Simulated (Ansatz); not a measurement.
System: Mo.

```yaml
crystal:
  lattice:
    - [0.00000, 0.00000, 3.16044]
    - [-3.16044, 3.16044, 0.00000]
    - [-3.16044, -3.16044, 0.00000]
  atoms:
    - { symbol: Mo, position: [0.00000, 0.31712, 0.75000] }
    - { symbol: Mo, position: [0.50000, 0.81712, 0.75000] }
    - { symbol: Mo, position: [0.00000, 0.68288, 0.25000] }
    - { symbol: Mo, position: [0.50000, 0.18288, 0.25000] }
```

Space group Cmcm; not relaxed (largest force 1.3 eV/Å); computed pressure about 5 GPa in this cell; computed without spin polarisation.

All numbers below come from DFT PBE, scalar-relativistic, plane waves, PAW in Ansatz.

Question: What can the converged valence pseudo-density and electron localisation function tell about the bonding?

Answer: Mo–Mo (2.74 Å): ρ at the midpoint is about 0.37 e/Å³; the ELF is about 0.30 at the midpoint (no localised pair shows between them).
Mo–Mo (2.80 Å): ρ at the midpoint is about 0.33 e/Å³; the ELF is about 0.30 at the midpoint; no shared electron pair shows on this line.

Question: Does the calculation give a band gap?

Answer: It is gapless in this calculation (a metal or semimetal).

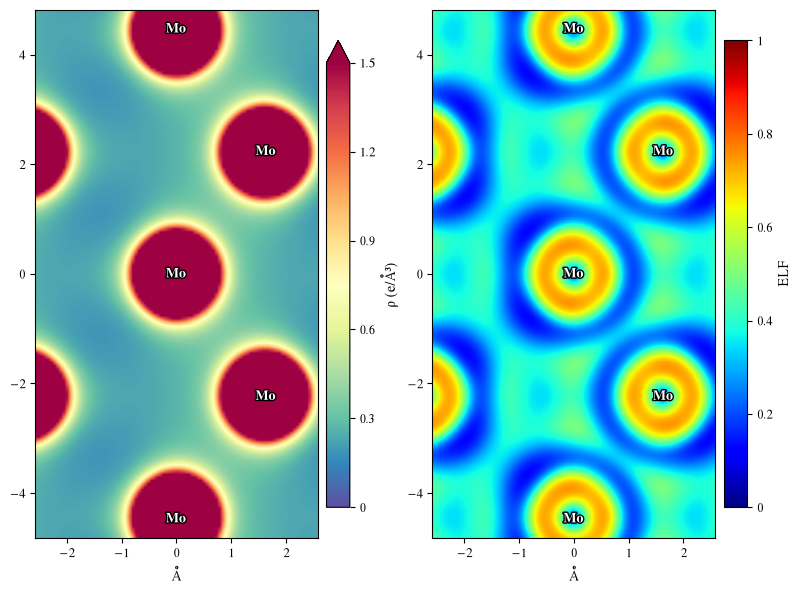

Computed valence pseudo-density and electron localisation function on the (100) plane of the conventional cell, in this order. 

Core electrons are frozen (PAW), and the valence fields are smoothed inside the atomic spheres.
